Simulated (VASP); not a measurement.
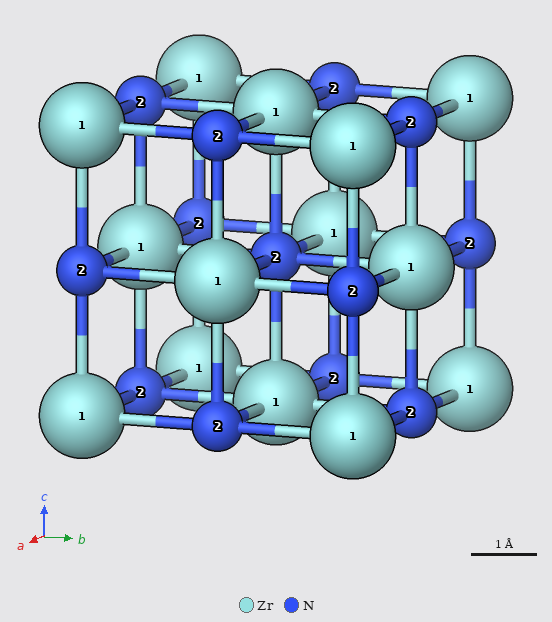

*The structure (ball-and-stick view of the cell 4 times as large as that of the calculation, set on its symmetry axes, seen slightly off an axis; atoms are numbered from 1 in the order of the input).*

Near neighbours in the crystal (not all of them lie inside the picture): Zr has 6 N at 2.29 Å; N has 6 Zr at 2.29 Å.

**ZrN: optical-spectrum calculation (part 1 of 4)**

The run: optical-spectrum calculation of ZrN (Fm-3m, 2 atoms in the cell). Method and program: Kohn-Sham DFT of a periodic cell, PBE, spin-orbit coupling, VASP PAW PBE potentials, recommended (VASP 6.6.1).

The structure was built on a prototype by a generator; it need not be a known phase.

## INCAR
```
ALGO     = Normal         # electronic algorithm
CSHIFT   = 0.05         
EDIFF    = 1E-6           # SCF threshold, eV
ENCUT    = 520            # plane-wave cutoff, eV
GGA      = PE             # functional
GGA_COMPAT= False        
ISIF     = 2              # what is computed and relaxed
ISMEAR   = -1             # smearing method
LASPH    = True           # aspherical terms in the spheres
LCHARG   = False          # write CHGCAR
LMAXMIX  = 4              # l up to which the mixer works
LNONCOLLINEAR= True           # non-collinear magnetism
LOPTICS  = True           # frequency-dependent dielectric function
LORBIT   = 11             # projections on sites
LREAL    = False          # projectors in reciprocal space
LSORBIT  = True           # spin-orbit coupling
LWAVE    = False          # write WAVECAR
MAGMOM   = 0 0 0 0 0 0    # initial moments
NBANDS   = 81             # bands
NEDOS    = 2000           # points of the DOS
NELM     = 60             # most SCF steps
PREC     = Accurate       # precision mode
SIGMA    = 0.05           # smearing width, eV
```

## KPOINTS
```
k-points
0
Gamma
  16 16 16
```

## POSCAR
```
ZrN
1.0
    0.0000000000      2.2875000000      2.2875000000
    2.2875000000      0.0000000000      2.2875000000
    2.2875000000      2.2875000000      0.0000000000
Zr N
1 1
Direct
    0.0000000000      0.0000000000      0.0000000000
    0.5000000000      0.5000000000      0.5000000000
```

Run on 1 thread of Intel Xeon @ 2.90GHz (Ice Lake), 128 GiB of memory available, shared host.

Launch command:
```bash
cat potpaw_PBE.64/Zr_sv/POTCAR potpaw_PBE.64/N/POTCAR > POTCAR
mpirun -np 1 vasp_ncl > vasp.out
```

## OSZICAR
```
N       E                     dE             d eps       ncg     rms          rms(c)
DAV:   1     0.176219793194E+03    0.17622E+03   -0.65866E+03 23490   0.432E+02
DAV:   2    -0.138847897215E+02   -0.19010E+03   -0.17195E+03 26838   0.180E+02
DAV:   3    -0.236735925879E+02   -0.97888E+01   -0.94676E+01 32502   0.379E+01
DAV:   4    -0.238988919817E+02   -0.22530E+00   -0.22489E+00 27538   0.403E+00
DAV:   5    -0.239020908713E+02   -0.31989E-02   -0.31988E-02 27521   0.420E-01    0.225E+01
DAV:   6    -0.206163231506E+02    0.32858E+01   -0.65591E-01 31099   0.101E+01    0.101E+01
DAV:   7    -0.204671011085E+02    0.14922E+00   -0.20159E-01 26911   0.225E+00    0.646E+00
DAV:   8    -0.204401316161E+02    0.26969E-01   -0.55602E-02 27934   0.135E+00    0.112E+00
DAV:   9    -0.204383378723E+02    0.17937E-02   -0.49487E-03 26752   0.445E-01    0.393E-01
DAV:  10    -0.204385873331E+02   -0.24946E-03   -0.15913E-03 26836   0.172E-01    0.164E-01
DAV:  11    -0.204385227678E+02    0.64565E-04   -0.42397E-05 26933   0.306E-02    0.645E-02
DAV:  12    -0.204385144592E+02    0.83085E-05   -0.17069E-06 27813   0.670E-03    0.396E-02
DAV:  13    -0.204385115287E+02    0.29306E-05   -0.17143E-06 26788   0.597E-03    0.711E-03
DAV:  14    -0.204385114750E+02    0.53649E-07   -0.66040E-08 15558   0.168E-03
   1 F= -.20438511E+02 E0= -.20435692E+02  d E =-.563817E-02  mag=    -0.0000     0.0000    -0.0000
 imaginary and real dielectric function
```

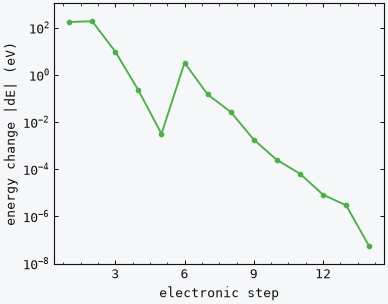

*Convergence of the self-consistent field: energy change |dE| against the electronic step.*

It takes 14 electronic steps. The density is held fixed in the first few steps, and dE rises again when its update begins.

## Parts of OUTCAR
```
EDIFF = 1E-6
   ENCUT = 520
   GGA = PE
   ISIF = 2
   ISMEAR = -1
   LASPH = True
   LNONCOLLINEAR = True
   LORBIT = 11
   LREAL = False
   LSORBIT = True
   NELM = 60
   PREC = Accurate

 ion  position               nearest neighbor table
   1  0.000  0.000  0.000-   2 2.29   2 2.29   2 2.29   2 2.29   2 2.29   2 2.29
   2  0.500  0.500  0.500-   1 2.29   1 2.29   1 2.29   1 2.29   1 2.29   1 2.29

  LATTYP: Found a face centered cubic cell.
 ALAT       =     4.5750000000

  Lattice vectors:

 A1 = (   0.0000000000,   2.2875000000,   2.2875000000)
 A2 = (   2.2875000000,   0.0000000000,   2.2875000000)
 A3 = (   2.2875000000,   2.2875000000,   0.0000000000)

Analysis of symmetry for initial positions (statically):
=====================================================================
 Subroutine PRICEL returns:
 Original cell was already a primitive cell.

 Routine SETGRP: Setting up the symmetry group for a
 face centered cubic supercell.

 Subroutine GETGRP returns: Found 48 space group operations
 (whereof 48 operations were pure point group operations)
 out of a pool of 48 trial point group operations.

The static configuration has the point symmetry O_h .

Analysis of symmetry for dynamics (positions and initial velocities):
=====================================================================
 Subroutine PRICEL returns:
 Original cell was already a primitive cell.

 Routine SETGRP: Setting up the symmetry group for a
 face centered cubic supercell.

 Subroutine GETGRP returns: Found 48 space group operations
 (whereof 48 operations were pure point group operations)
 out of a pool of 48 trial point group operations.

The dynamic configuration has the point symmetry O_h .

Analysis of structural, dynamic, and magnetic symmetry:
=====================================================================
 Subroutine PRICEL returns:
 Original cell was already a primitive cell.

 Routine SETGRP: Setting up the symmetry group for a
 face centered cubic supercell.

 Subroutine GETGRP returns: Found 48 space group operations
 (whereof 48 operations were pure point group operations)
 out of a pool of 48 trial point group operations.

The overall configuration has the point symmetry O_h .

 Subroutine INISYM returns: Found 48 space group operations
 (whereof 48 operations are pure point group operations),
 and found     1 'primitive' translations

----------------------------------------------------------------------------------------

                                     Primitive cell

  volume of cell :      23.9394

  direct lattice vectors                    reciprocal lattice vectors
     0.000000000  2.287500000  2.287500000    -0.218579235  0.218579235  0.218579235
     2.287500000  0.000000000  2.287500000     0.218579235 -0.218579235  0.218579235
     2.287500000  2.287500000  0.000000000     0.218579235  0.218579235 -0.218579235

  length of vectors
     3.235013524  3.235013524  3.235013524     0.378590340  0.378590340  0.378590340

  position of ions in fractional coordinates (direct lattice)
     0.000000000  0.000000000  0.000000000
     0.500000000  0.500000000  0.500000000

  ion indices of the primitive-cell ions
   primitive index   ion index
                 1           1
                 2           2

----------------------------------------------------------------------------------------

 KPOINTS: k-points

Automatic generation of k-mesh.
 Grid dimensions read from file:
 generate k-points for:   16   16   16

 Generating k-lattice:

  Cartesian coordinates                     Fractional coordinates (reciprocal lattice)
    -0.013661202  0.013661202  0.013661202     0.062500000  0.000000000  0.000000000
     0.013661202 -0.013661202  0.013661202     0.000000000  0.062500000  0.000000000
     0.013661202  0.013661202 -0.013661202     0.000000000  0.000000000  0.062500000

  Length of vectors
     0.023661896  0.023661896  0.023661896

  Shift w.r.t. Gamma in fractional coordinates (k-lattice)
     0.000000000  0.000000000  0.000000000

 Subroutine IBZKPT returns following result:
 ===========================================

 Found    145 irreducible k-points:

 Following reciprocal coordinates:
            Coordinates               Weight
  0.000000  0.000000  0.000000      1.000000
  0.062500  0.000000  0.000000      8.000000
  0.125000  0.000000  0.000000      8.000000
  0.187500  0.000000  0.000000      8.000000
  0.250000  0.000000  0.000000      8.000000
  0.312500  0.000000  0.000000      8.000000
  0.375000  0.000000  0.000000      8.000000
  0.437500  0.000000  0.000000      8.000000
  0.500000  0.000000  0.000000      4.000000
  0.062500  0.062500  0.000000      6.000000
  0.125000  0.062500  0.000000     24.000000
  0.187500  0.062500  0.000000     24.000000
  0.250000  0.062500  0.000000     24.000000
  0.312500  0.062500  0.000000     24.000000
  0.375000  0.062500  0.000000     24.000000
  0.437500  0.062500  0.000000     24.000000
  0.500000  0.062500  0.000000     24.000000
 -0.437500  0.062500  0.000000     24.000000
 -0.375000  0.062500  0.000000     24.000000
 -0.312500  0.062500  0.000000     24.000000
 -0.250000  0.062500  0.000000     24.000000
 -0.187500  0.062500  0.000000     24.000000
 -0.125000  0.062500  0.000000     24.000000
 -0.062500  0.062500  0.000000     12.000000
 [... further k-points ...]
   k-points           NKPTS =    145   k-points in BZ     NKDIM =    145   number of bands    NBANDS=     81
   number of dos      NEDOS =   2000   number of ions     NIONS =      2
   total plane-waves  NPLWV =  13824
   dimension x,y,z NGX =    24 NGY =   24 NGZ =   24
   dimension x,y,z NGXF=    48 NGYF=   48 NGZF=   48
   ions per type =               1   1
   NGX,Y,Z   is equivalent  to a cutoff of  12.33, 12.33, 12.33 a.u.
   NGXF,Y,Z  is equivalent  to a cutoff of  24.67, 24.67, 24.67 a.u.
 SYSTEM =  unknown system
   PREC   = accura    normal or accurate (medium, high low for compatibility)
   ISTART =      0    job   : 0-new  1-cont  2-samecut
   ICHARG =      2    charge: 1-file 2-atom 10-const
   ISPIN  =      1    spin polarized calculation?
   LNONCOLLINEAR =      T non collinear calculations
   LSORBIT =      T    spin-orbit coupling
   LASPH  =      T    aspherical Exc in radial PAW
   ENCUT  =  520.0 eV  38.22 Ry    6.18 a.u.   6.01  6.01  6.01*2*pi/ulx,y,z
   NELM   =     60;   NELMIN=  2; NELMDL= -5     # of ELM steps
   EDIFF  = 0.1E-05   stopping-criterion for ELM
   LREAL  =      F    real-space projection
   EDIFFG = 0.1E-04   stopping-criterion for IOM
   NSW    =      0    number of steps for IOM
   IBRION =     -1    ionic relax: 0-MD 1-quasi-New 2-CG
   NFREE  =      0    steps in history (QN), initial steepest desc. (CG)
   ISIF   =      2    stress and relaxation
   ISYM   =      2    0-nonsym 1-usesym 2-fastsym
   POTIM  = 0.5000    time-step for ionic-motion
   TEBEG  =    0.0;   TEEND  =   0.0 temperature during run
   PSTRESS=    0.0 pullay stress
   NELECT =      17.0000    total number of electrons
   NUPDOWN=      -1.0000    fix difference up-down
   EMIN   =  10.00;   EMAX   =-10.00  energy-range for DOS
   EFERMI =   0.00;   METHOD = LEGACY
   ISMEAR =    -1;   SIGMA  =   0.05  broadening in eV -4-tet -1-fermi 0-gaus
   EFERMI_NEDOS =   21; number of points for ismear=-14 and -15
   IALGO  =     38    algorithm
   IMIX   =      4    mixing-type and parameters
     AMIX     =   0.40;   BMIX     =  1.00
     AMIX_MAG =   1.60;   BMIX_MAG =  1.00
  volume/ion in A,a.u.               =      11.97        80.78
  Fermi-wavevector in a.u.,A,eV,Ry     =   1.460562  2.760062 29.024516  2.133242
  Thomas-Fermi vector in A             =   2.576997
   LORBIT       =     11    0 simple, 1 ext, 2 COOP (PROOUT), +10 PAW based schemes
   GGA     = PE    functional components
   LHFCALC =     F    Hartree Fock is set to
   AEXX    =    0.0000 exact exchange contribution
   IVDW    =     0    specifies the selected vdW correction
   LEPSILON=     F    determine dielectric tensor
   LRPA    =     F    only Hartree local field effects (RPA)
  energy-cutoff  :      520.00
  volume of cell :       23.94
 maximum number of plane-waves:      1320
   NGX = 13   NGY = 13   NGZ = 13

 number of electron      16.9999999 magnetization       0.0000000      0.0000000      0.0000000

 number of electron      16.9999999 magnetization      -0.0000000      0.0000000     -0.0000000

 number of electron      16.9999999 magnetization       0.0000000     -0.0000000      0.0000000

 Free energy of the ion-electron system (eV)
  ---------------------------------------------------
  ext. energy  EPLUGINS =         0.00000000
  ---------------------------------------------------
  free energy    TOTEN  =       -20.43851148 eV

  energy without entropy =      -20.43287331  energy(sigma->0) =      -20.43569239

 E-fermi :  12.0543     XC(G=0): -12.5382     alpha+bet :-19.1301

 val. band max:       12.0448403315   @ k =   0.4375   0.1875   0.0625
 cond. band min:      12.0601099024   @ k =  -0.4375   0.3125   0.1250
 fundamental gap:      0.0152695708
 Fermi energy:        12.0542848993

 k-point     1 :       0.0000    0.0000    0.0000
  band No.  band energies     occupation
      1     -37.5223      1.00000
      2     -37.5223      1.00000
      3     -16.3189      1.00000
      4     -16.3189      1.00000
      5     -14.5617      1.00000
      6     -14.5617      1.00000
      7     -14.5617      1.00000
      8     -14.5617      1.00000
      9      -4.2473      1.00000
     10      -4.2473      1.00000
     11       9.3426      1.00000
     12       9.3426      1.00000
     13       9.4100      1.00000
     14       9.4100      1.00000
     15       9.4100      1.00000
     16       9.4100      1.00000
     17      11.6241      0.99982
     18      11.6241      0.99982
     19      11.6241      0.99982
     20      11.6241      0.99982
     21      11.6987      0.99919
     22      11.6987      0.99919
     23      13.6525      0.00000
     24      13.6525      0.00000
     25      13.6525      0.00000
     26      13.6525      0.00000
     27      14.9925      0.00000
     28      14.9925      0.00000
     29      21.2418      0.00000

 k-point     2 :       0.0625    0.0000    0.0000
  band No.  band energies     occupation
      1     -37.5169      1.00000
      2     -37.5169      1.00000
      3     -16.3356      1.00000
      4     -16.3356      1.00000
      5     -14.5995      1.00000
      6     -14.5995      1.00000
      7     -14.5656      1.00000
      8     -14.5656      1.00000
      9      -4.1657      1.00000
     10      -4.1657      1.00000
     11       9.0326      1.00000
     12       9.0326      1.00000
     13       9.1395      1.00000
     14       9.1395      1.00000
     15       9.1680      1.00000
     16       9.1680      1.00000
     17      11.7457      0.99792
     18      11.7457      0.99792
     19      11.7512      0.99768
     20      11.7512      0.99768
     21      11.8210      0.99068
     22      11.8210      0.99068
     23      13.9494      0.00000
     24      13.9494      0.00000
     25      13.9506      0.00000
     26      13.9506      0.00000
     27      15.2297      0.00000
     28      15.2297      0.00000
     29      21.5119      0.00000

 k-point     3 :       0.1250    0.0000    0.0000
  band No.  band energies     occupation
      1     -37.5013      1.00000
      2     -37.5013      1.00000
      3     -16.3858      1.00000
      4     -16.3858      1.00000
      5     -14.7019      1.00000
      6     -14.7019      1.00000
      7     -14.5766      1.00000
      8     -14.5766      1.00000
      9      -3.9343      1.00000
     10      -3.9343      1.00000
     11       8.2488      1.00000
     12       8.2488      1.00000
     13       8.6017      1.00000
     14       8.6017      1.00000
     15       8.6223      1.00000
     16       8.6223      1.00000
     17      11.9987      0.75240
     18      11.9987      0.75240
     19      12.0735      0.40490
     20      12.0735      0.40490
     21      12.1178      0.21929
     22      12.1178      0.21929
     23      14.7074      0.00000
     24      14.7074      0.00000
     25      14.7122      0.00000
     26      14.7122      0.00000
     27      15.8452      0.00000
     28      15.8452      0.00000
     29      22.2567      0.00000

 k-point     4 :       0.1875    0.0000    0.0000
  band No.  band energies     occupation
      1     -37.4779      1.00000
      2     -37.4779      1.00000
      3     -16.4667      1.00000
      4     -16.4667      1.00000
      5     -14.8415      1.00000
      6     -14.8415      1.00000
      7     -14.5930      1.00000
      8     -14.5930      1.00000
      9      -3.5878      1.00000
     10      -3.5878      1.00000
     11       7.3219      1.00000
     12       7.3219      1.00000
     13       7.9968      1.00000
     14       7.9968      1.00000
     15       8.0072      1.00000
     16       8.0072      1.00000
     17      12.2949      0.00806
     18      12.2949      0.00806
     19      12.5420      0.00006
     20      12.5420      0.00006
     21      12.5719      0.00003
     22      12.5719      0.00003
     23      15.7086      0.00000
     24      15.7086      0.00000
     25      15.7181      0.00000
     26      15.7181      0.00000
     27      16.6343      0.00000
     28      16.6343      0.00000
     29      23.2730      0.00000

 k-point     5 :       0.2500    0.0000    0.0000
  band No.  band energies     occupation
      1     -37.4501      1.00000
      2     -37.4501      1.00000
      3     -16.5713      1.00000
      4     -16.5713      1.00000
      5     -14.9861      1.00000
      6     -14.9861      1.00000
      7     -14.6122      1.00000
      8     -14.6122      1.00000
      9      -3.1746      1.00000
     10      -3.1746      1.00000
     11       6.4089      1.00000
     12       6.4089      1.00000
     13       7.4352      1.00000
     14       7.4352      1.00000
     15       7.4378      1.00000
     16       7.4378      1.00000
     17      12.6881      0.00000
     18      12.6881      0.00000
     19      13.1317      0.00000
     20      13.1317      0.00000
     21      13.1573      0.00000
     22      13.1573      0.00000
     23      16.8007      0.00000
     24      16.8007      0.00000
     25      16.8147      0.00000
     26      16.8147      0.00000
     27      17.3745      0.00000
     28      17.3745      0.00000
     29      24.1687      0.00000

 [... the levels of 18 k-points are left out ...]

 k-point    24 :      -0.0625    0.0625    0.0000
  band No.  band energies     occupation
      1     -37.5081      1.00000
      2     -37.5081      1.00000
      3     -16.3633      1.00000
      4     -16.3633      1.00000
      5     -14.6542      1.00000
      6     -14.6542      1.00000
      7     -14.5764      1.00000
      8     -14.5764      1.00000
      9      -4.0366      1.00000
     10      -4.0366      1.00000
     11       8.4910      1.00000
     12       8.4910      1.00000
     13       8.7193      1.00000
     14       8.7193      1.00000
     15       9.0561      1.00000
     16       9.0561      1.00000
     17      11.7904      0.99493
     18      11.7904      0.99493
     19      11.8434      0.98549
     20      11.8434      0.98549
     21      12.2270      0.03061
     22      12.2270      0.03061
     23      13.9924      0.00000
     24      13.9924      0.00000
     25      14.6543      0.00000
     26      14.6543      0.00000
     27      15.6490      0.00000
     28      15.6490      0.00000
     29      21.9392      0.00000

 [... further k-points ...]

 [bands above 29 left out]

------------------------ aborting loop because EDIFF is reached ----------------------------------------
```
